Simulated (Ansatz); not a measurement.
Geometry relaxation of Ta$_{4}$C$_{5}$ (part 2 of 3)

Continued. System: Ta$_{4}$C$_{5}$ (slab, 9 atoms in the cell). Method: DFT PBEsol, scalar-relativistic, plane waves, PAW, no spin polarisation (Ansatz 0.2.0); cutoff 420 eV, 9×9×1 k-mesh, Gaussian smearing of 0.1 eV. The structure derives from an entry of the Crystallography Open Database. The input holds or restrains some coordinates. Forces given for the steps count only the free coordinates. It belongs to a series of runs on one base structure; here: C put at a bridge C-Ta site.

Geometry of the input (Å; fractional positions):
```
3.1393  0.0000  0.0000
0.0000  3.1393  0.0000
0.0000  0.0000  25.6595
Ta 0.5000  0.5000  0.3313
C  0.0000  0.0000  0.3313
Ta 0.0000  0.0000  0.4178
C  0.5000  0.5000  0.4178
Ta 0.5000  0.5000  0.5017
C  0.0000  0.0000  0.5050
Ta 0.0000  0.0000  0.5850
C  0.5000  0.5000  0.5920
C  0.2500  0.7500  0.6707
```

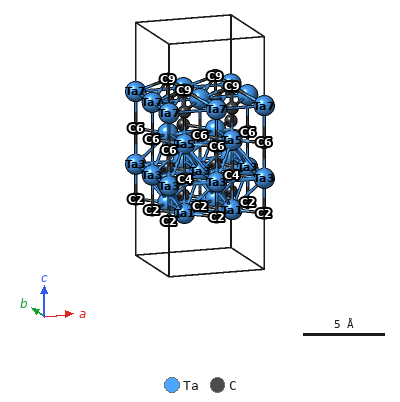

**Figure 1.** The geometry at step 10 of the log (ball-and-stick view of the 2 × 2 repeat of the cell, with the vacuum cut short, seen slightly off an axis; atoms are numbered from 1 in the order of the input).

Output, continued
```
relax step   7: F+E_penalty+E_count = -40459.75420683 eV  Δ(F+E_penalty+E_count) = -1.052e-1 eV  max|allowed force component| = 4.030e-1 eV/Å  Δτ_max = 0.1859 Å  (5 SCF iters, dr2 threshold 1.00e-4 eV, accepted)
efield: sawtooth ramp at fractional position 0.9810 (handed on by an earlier solve), width 0.0400; the density the first Hamiltonian is built on has a dipole p = -0.206 e·Å; the dipole correction subtracts the counter field D = -1.48e-1 V/Å, which shifts the + side's vacuum level by +3.79 eV against the − side's; the planar-averaged density in the ramp window peaks in size at 1.4e-6 e/Å³
preconditioner: auto → LDOS  [metal: Δε(μ)=0.015 eV  Ē_g=8.100 eV  σ=0.100 eV  W_gap=0.08  n_scr=46 (ndim 8)  ℏωp=14.8 eV  f_vac=0.561  D(μ)=4.68/eV (n_scr^D=14)  β→1.0]
SCF 8 converged in 6 iterations: F = -40459.840751 eV  dr2 = 2.92e-6
  Residual-converged pass: ⟨swp⟩=1.1  Hψ=1228  notcnv=0  max |occ|·‖R‖ = 7.0e-9 eV (tolerance 1.0e-8 eV)  dr2=2.92e-6  dr2_onsite=1.41e-8  max |Δocc| = 4.0e-11
relax step   8: F+E_penalty+E_count = -40459.84075146 eV  Δ(F+E_penalty+E_count) = -8.654e-2 eV  max|allowed force component| = 4.550e-1 eV/Å  Δτ_max = 0.1861 Å  (6 SCF iters, dr2 threshold 3.35e-5 eV, accepted)
efield: sawtooth ramp at fractional position 0.9810 (handed on by an earlier solve), width 0.0400; the density the first Hamiltonian is built on has a dipole p = -0.193 e·Å; the dipole correction subtracts the counter field D = -1.38e-1 V/Å, which shifts the + side's vacuum level by +3.54 eV against the − side's; the planar-averaged density in the ramp window peaks in size at 3.3e-6 e/Å³
preconditioner: auto → LDOS  [metal: Δε(μ)=0.027 eV  Ē_g=8.082 eV  σ=0.100 eV  W_gap=0.15  n_scr=46 (ndim 8)  ℏωp=14.8 eV  f_vac=0.561  D(μ)=4.57/eV (n_scr^D=14)  β→1.0]
SCF 9 converged in 6 iterations: F = -40459.901863 eV  dr2 = 5.78e-6
relax step   9: F+E_penalty+E_count = -40459.90186275 eV  Δ(F+E_penalty+E_count) = -6.111e-2 eV  max|allowed force component| = 1.221e0 eV/Å  Δτ_max = 0.1959 Å  (6 SCF iters, dr2 threshold 4.41e-5 eV, accepted)
efield: sawtooth ramp at fractional position 0.9810 (handed on by an earlier solve), width 0.0400; the density the first Hamiltonian is built on has a dipole p = -0.171 e·Å; the dipole correction subtracts the counter field D = -1.23e-1 V/Å, which shifts the + side's vacuum level by +3.14 eV against the − side's; the planar-averaged density in the ramp window peaks in size at 3.5e-6 e/Å³
preconditioner: auto → LDOS  [metal: Δε(μ)=0.063 eV  Ē_g=8.087 eV  σ=0.100 eV  W_gap=0.33  n_scr=46 (ndim 8)  ℏωp=14.8 eV  f_vac=0.561  D(μ)=4.20/eV (n_scr^D=14)  β→1.0]
SCF 10 converged in 5 iterations: F = -40459.931294 eV  dr2 = 2.96e-5
relax step  10: F+E_penalty+E_count = -40459.93129406 eV  Δ(F+E_penalty+E_count) = -2.943e-2 eV  max|allowed force component| = 1.657e-1 eV/Å  Δτ_max = 0.0616 Å  (5 SCF iters, dr2 threshold 1.00e-4 eV, accepted)
efield: sawtooth ramp at fractional position 0.9810 (handed on by an earlier solve), width 0.0400; the density the first Hamiltonian is built on has a dipole p = -0.167 e·Å; the dipole correction subtracts the counter field D = -1.19e-1 V/Å, which shifts the + side's vacuum level by +3.06 eV against the − side's; the planar-averaged density in the ramp window peaks in size at 3.4e-6 e/Å³
preconditioner: auto → LDOS  [metal: Δε(μ)=0.062 eV  Ē_g=8.044 eV  σ=0.100 eV  W_gap=0.31  n_scr=46 (ndim 8)  ℏωp=14.8 eV  f_vac=0.559  D(μ)=4.31/eV (n_scr^D=14)  β→1.0]
SCF 11 converged in 7 iterations: F = -40459.932345 eV  dr2 = 8.96e-9
relax step  11: F+E_penalty+E_count = -40459.93234548 eV  Δ(F+E_penalty+E_count) = -1.051e-3 eV  max|allowed force component| = 1.485e-1 eV/Å  Δτ_max = 0.0355 Å  (7 SCF iters, dr2 threshold 1.72e-6 eV, accepted)
efield: sawtooth ramp at fractional position 0.9810 (handed on by an earlier solve), width 0.0400; the density the first Hamiltonian is built on has a dipole p = -0.166 e·Å; the dipole correction subtracts the counter field D = -1.19e-1 V/Å, which shifts the + side's vacuum level by +3.06 eV against the − side's; the planar-averaged density in the ramp window peaks in size at 3.4e-6 e/Å³
preconditioner: auto → LDOS  [metal: Δε(μ)=0.035 eV  Ē_g=8.073 eV  σ=0.100 eV  W_gap=0.19  n_scr=46 (ndim 8)  ℏωp=14.8 eV  f_vac=0.560  D(μ)=4.42/eV (n_scr^D=14)  β→1.0]
SCF 12 converged in 5 iterations: F = -40459.933544 eV  dr2 = 8.90e-7
relax step  12: F+E_penalty+E_count = -40459.93354375 eV  Δ(F+E_penalty+E_count) = -1.198e-3 eV  max|allowed force component| = 1.353e-2 eV/Å  Δτ_max = 0.0179 Å  (5 SCF iters, dr2 threshold 1.38e-6 eV, accepted)
iter 1 solved again at ethr=1.23e-9 eV; its pass at ethr=3.10e-3 eV (dr2=8.83e-7 eV) is discarded
SCF iter   1: F=—  HF=-40459.933584 eV  |F-HF|=—  |Δ(HF+E_count)|=         —  Δρ=9.77e-6  dr2=8.83e-7  ethr=1.23e-9  p=-0.166 e·Å  D=-1.19e-1 V/Å  ΔV_dip=3.05 eV  dr2_dipole=8.21e-8  V_vac-E_F(+/−)=6.50/3.45 eV  ⟨swp⟩=1.0  Hψ=2850  notcnv=0
efield: sawtooth ramp at fractional position 0.9810 (handed on by an earlier solve), width 0.0400; the density the first Hamiltonian is built on has a dipole p = -0.166 e·Å; the dipole correction subtracts the counter field D = -1.19e-1 V/Å, which shifts the + side's vacuum level by +3.05 eV against the − side's; the planar-averaged density in the ramp window peaks in size at 3.5e-6 e/Å³
preconditioner: auto → LDOS  [metal: Δε(μ)=0.030 eV  Ē_g=8.071 eV  σ=0.100 eV  W_gap=0.17  n_scr=46 (ndim 8)  ℏωp=14.8 eV  f_vac=0.560  D(μ)=4.41/eV (n_scr^D=14)  β→1.0]
SCF iter   2: F=—  HF=-40459.933545 eV  |F-HF|=—  |Δ(HF+E_count)|=   3.94e-5  Δρ=4.71e-6  dr2=2.04e-7  ethr=1.23e-9  p=-0.166 e·Å  D=-1.19e-1 V/Å  ΔV_dip=3.05 eV  dr2_dipole=2.60e-8  V_vac-E_F(+/−)=6.50/3.45 eV  ⟨swp⟩=2.0  Hψ=1529  notcnv=0
SCF iter   3: F=-40459.933545 eV  HF=-40459.933545 eV  |F-HF|=9.94e-9  |Δ(HF+E_count)|=   3.43e-8  Δρ=3.09e-6  dr2=4.27e-8  ethr=1.39e-10  p=-0.166 e·Å  D=-1.19e-1 V/Å  ΔV_dip=3.05 eV  dr2_dipole=6.69e-10  V_vac-E_F(+/−)=6.50/3.45 eV  ⟨swp⟩=13.4  Hψ=9719  notcnv=0
SCF 13 converged in 3 iterations: F = -40459.933545 eV  dr2 = 4.27e-8
relax step  13: F+E_penalty+E_count = -40459.93354454 eV  Δ(F+E_penalty+E_count) = -7.910e-7 eV  max|allowed force component| = 1.355e-2 eV/Å  Δτ_max = 0.0000 Å  (3 SCF iters, accepted)
```

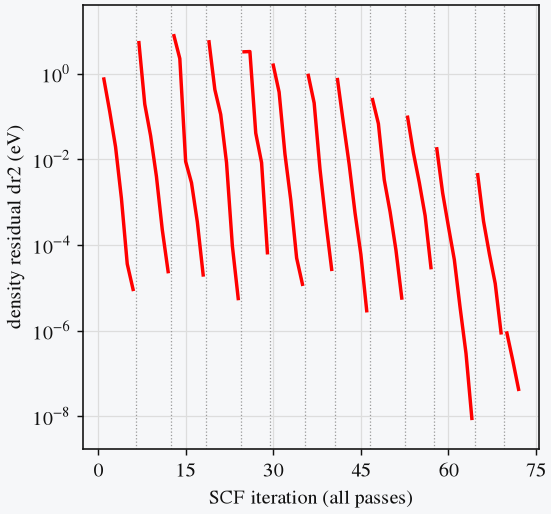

**Figure 2.** Convergence of the self-consistent field: density residual dr2 against the SCF iteration. The dotted lines part the SCF passes of the relaxation: geometry steps, rejected trials and re-solves on a re-selected basis. The 13 passes take 3 to 7 iterations each, 72 in all.

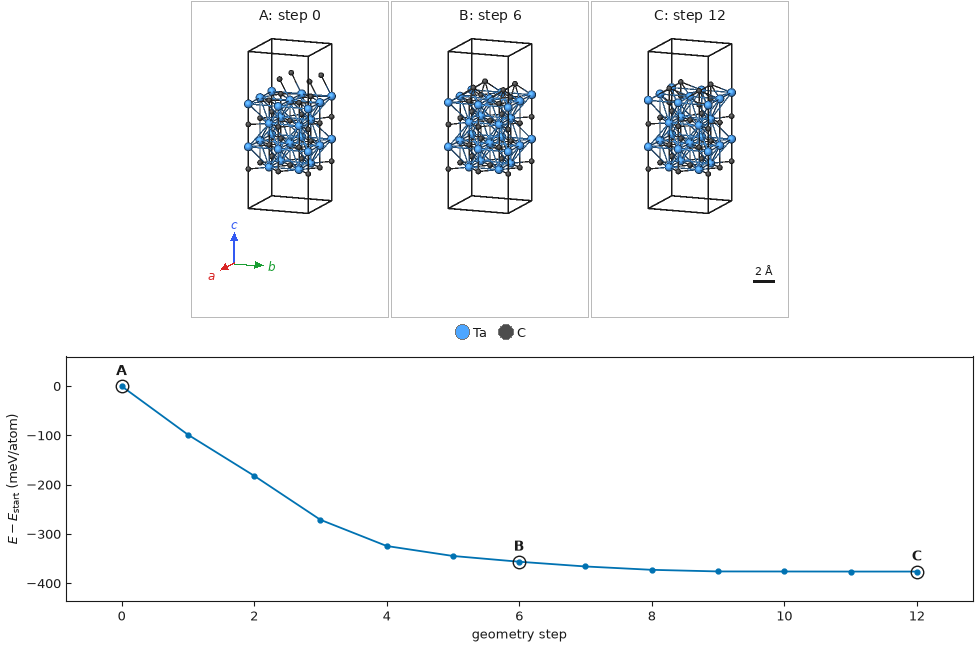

**Figure 3.** Frames of the restrained relaxation (ball-and-stick view of the 2 × 2 repeat of the cell, with the vacuum cut short, seen slightly off an axis) above the curves, on which the letters mark them (the first geometry is step 0 here and step 1 in the log).

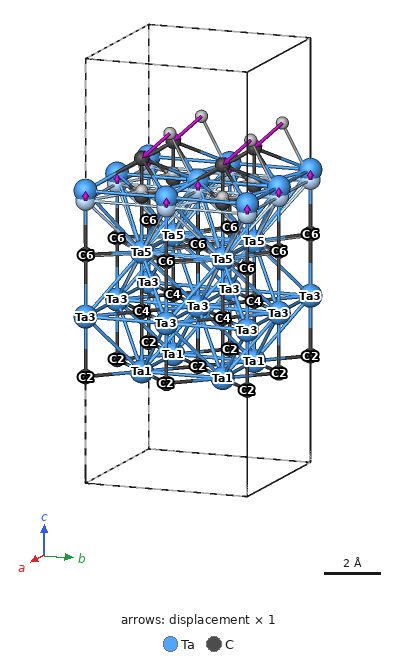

**Figure 4.** Start (faint) and end (solid) with the displacements as pink arrows, at true length (ball-and-stick view of the 2 × 2 repeat of the cell, with the vacuum cut short, seen slightly off an axis). After 12 geometry steps the energy has fallen by 376 meV per atom. The largest force component goes from 3.6 to 0.014 eV/Å. The atom that moves furthest is C9 (1.38 Å). By element the largest moves are C 1.38 Å, Ta 0.37 Å. The lattice vectors keep their values. Distances before and after: Ta7–C9 3.990 → 2.436 Å, C8–C9 2.305 → 1.392 Å, C6–Ta7 2.054 → 2.368 Å, Ta5–C8 2.317 → 2.070 Å. New bonds form: C8–C9 (2.30 → 1.39 Å), Ta7–C9 (3.32 → 2.44 Å), Ta7–C9 (3.99 → 2.44 Å). Among the angles that change: Ta5–C8–Ta7 85.4° → 99.9°, Ta7–C8–Ta7 170.8° → 160.1°. (Atoms are counted from 1 in the order of the input.)

```
WARN: The output density's exchange-correlation potential varies sharply where the density is thin. Do not read a vacuum level from v_tot or v_xc, or from such a field of the output density. On a cell that repeats whose density bears no net charge and no dipole along the vacuum's axis use v_es (v_loc + v_h of the components); under efield.dipole_correction with no amplitude use v_es + v_field, which holds any external_charges[].barrier, or the levels of the report's work_function block, which leave it out; under a non-zero efield.amplitude the vacuum is tilted and has no level; on a cell that repeats and bears such a dipole with no correction it is tilted too, and efield.dipole_correction with no amplitude gives each side of its ramp a level where efield: is served; in a cell that repeats whose density bears a net charge (total_charge, or a fill off its count) it is curved and has none; of a slab under crystal.periodic whose density bears no net charge use v_es, which has a level on each side, short of where the two are joined; of another it falls or rises all the way out and has none; of a slab beside external_charges read slab_vacuum_level instead, which it has where they leave it neutral. The grid or the basis barely resolves most such structure, and the values can differ between equally converged runs; as a rule a tighter scf.convergence.dr2_threshold does not remove it. Where the density itself ripples (under the LDA too) a higher basis.ecutwfc lessens it. The files hold the spikes' plane waves up to the density's cutoff. Files: v_tot_of_output_density and the like, and their columns of v_z.tsv (output.write_potential); v_xc_of_output_density and the like, and their columns of v_comp_z.tsv (output.write_potential_components). Measured: with its Gaussian average of σ = 0.25 Å subtracted twice, the exchange-correlation potential is over 0.1 eV at 44 of the grid points where the equally averaged density (valence and model cores) is under 1e-3 e/Å³, and 0.192 eV at the most among them, at an averaged density of 1.7e-8 e/Å³. The input density's (outcome.potential() and, of a run that writes arrays, v_tot and v_xc) is over 0.1 eV, so measured, at 5 points of its own thin density, 0.176 eV at the most. See output.write_potential in the manual, Limitations
SCF converged after 3 iterations
Free energy (F): -40459.933545 eV
Harris-Foulkes:  -40459.933545 eV  (|F-HF|=9.94e-9)
Internal energy: -40459.911516 eV  (E = F + TS)
E sigma→0 (E₀):  -40459.922530 eV
Entropy (-TS):   -0.022029 eV (-2.448 meV/atom)
Fermi energy:    4.013869 eV
Dipole field:    D = -0.119001 V/Å  (p = -0.166304 e·Å, saw-weighted, corrected)
Work function:   Φ+ = 6.5011 eV   Φ− = 3.4476 eV
Levels:          The Fermi level and band energies are counted from a zero that moves with the ramp; work functions are not
--- Per-component energies (eV) ---
  E_band       = -1342.471087
  E_kinetic    = 1904.388432
  E_local      = -84540.919708  (includes V_loc(G=0)·N_el)
  E_nonlocal   = 202.450652
  E_hartree    = 41352.193220
  E_xc         = -1107.137306
  E_vxc        = -1112.674867  (∫ρ·V_xc dr)
  E_paw        = -33565.532030  (= ΣΔE_a)
  E_vpaw       = -493.756124  (= ΣTr[D̂ρ^β])
  E_aug_tail   = 0.000622  (compensation charges beyond the density's cutoff)
  E_efield     = 0.009895  (sawtooth field / dipole correction)
  E_vefield    = -6.322087  (∫n·V_field dr)
  E_ewald      = 35293.674619
  E_core_change = 0.960088  (= ΣΔE_core)
  E_smearing   = -0.022029  (= −TS)
  E_closure    = 0.000000  (closes the sum)
  Σ components = -40459.933545   (vs F -40459.933545, Δ=0.00e0)
--- Forces (eV/Å), atoms counted from 1 ---
  atom   1  Ta    -0.00001740     0.00001740     2.88026103
  atom   2  C      0.00000931    -0.00000931    -1.41938998
  atom   3  Ta     0.00001914    -0.00001914    -0.03656845
  atom   4  C     -0.00015322     0.00015322    -1.43715376
  atom   5  Ta     0.00157644    -0.00157644    -0.00466876
  atom   6  C     -0.00015628     0.00015628    -0.00178197
  atom   7  Ta    -0.00115082     0.00115082    -0.00159755
  atom   8  C     -0.00046392     0.00046392     0.00732958
  atom   9  C      0.00033719    -0.00033719     0.01354524
  max |Σ_I F_I| component: 2.46e-5 eV/Å
--- Band table (eV; the first three rows and the last of 25) ---
  k-point 0: bands = ["-64.8598", "-64.5490", "-64.5133", "-64.4175", "-31.4228", "-31.3074", "-31.2960", "-31.2960", "-31.1400", "-31.0350", "-31.0350", "-30.9056", "-30.8318", "-30.8318", "-30.7871", "-30.7871", "-12.6594", "-10.0644", "-8.7705", "-8.2725", "-4.3601", "-1.2910", "-0.8947", "-0.1635", "0.2564", "0.4942", "0.5173", "0.5173", "1.3715", "1.8552", "2.0183", "2.0183", "2.2319", "2.2319", "2.3575", "2.5657", "2.5657", "4.0161", "4.0161", "4.6414", "5.0160", "5.1330", "5.1330", "5.3317", "6.0223"]
  k-point 1: bands = ["-64.8579", "-64.5461", "-64.5122", "-64.4159", "-31.4130", "-31.3442", "-31.3110", "-31.2894", "-31.1716", "-31.0430", "-31.0248", "-30.9484", "-30.8363", "-30.8328", "-30.8260", "-30.7855", "-12.4853", "-9.8411", "-8.5671", "-8.0739", "-4.3884", "-1.5207", "-0.9712", "-0.7026", "-0.3067", "-0.0057", "0.1997", "0.6303", "1.3213", "1.3433", "1.5843", "1.6219", "1.7273", "2.1789", "2.5381", "2.8729", "3.0135", "3.2743", "3.9483", "4.6254", "4.6494", "5.3479", "5.9549", "6.4375", "6.7938"]
```
